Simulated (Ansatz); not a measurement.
System: NiGe.

```
Ni Ge
1.0
     0.00000   -3.44002    0.00000
    -5.31079    0.00000    0.00000
     0.00000    0.00000   -5.73926
Ni Ge
4 4
Direct
  0.25000 0.00701 0.81113
  0.75000 0.99299 0.18887
  0.75000 0.49299 0.31113
  0.25000 0.50701 0.68887
  0.28538 0.16170 0.42411
  0.75000 0.81164 0.58840
  0.75000 0.31164 0.91160
  0.25000 0.68836 0.08840
```

Space group P1; changed on purpose from its base cell (atom 5 (Ge) moved +0.200 A towards its neighbour atom 6 (Ge) at 2.827 A); not relaxed (largest force 1.7 eV/Å); computed without spin polarisation.

These are results of Ansatz 0.2.0, DFT PBEsol, scalar-relativistic, plane waves, PAW, not measurements.

### What will maps of the valence pseudo-density and electron localisation function show?

Ni–Ge (2.32 Å): ρ is about 0.48 e/Å³ halfway; the ELF is about 0.40 at the midpoint.
Ni–Ge (2.49 Å): ρ at the midpoint is about 0.38 e/Å³; the ELF is about 0.40 at the midpoint.

### Does the calculation give a band gap?

It is gapless in this calculation (a metal or semimetal).

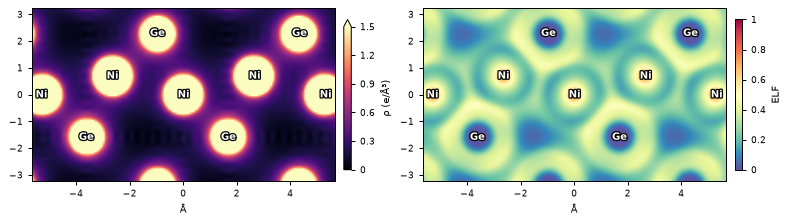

Computed valence pseudo-density and electron localisation function on the (100) plane of the conventional cell, in this order. 

The density is the valence pseudo-density of a PAW calculation; it isn't the true density close to the nuclei.
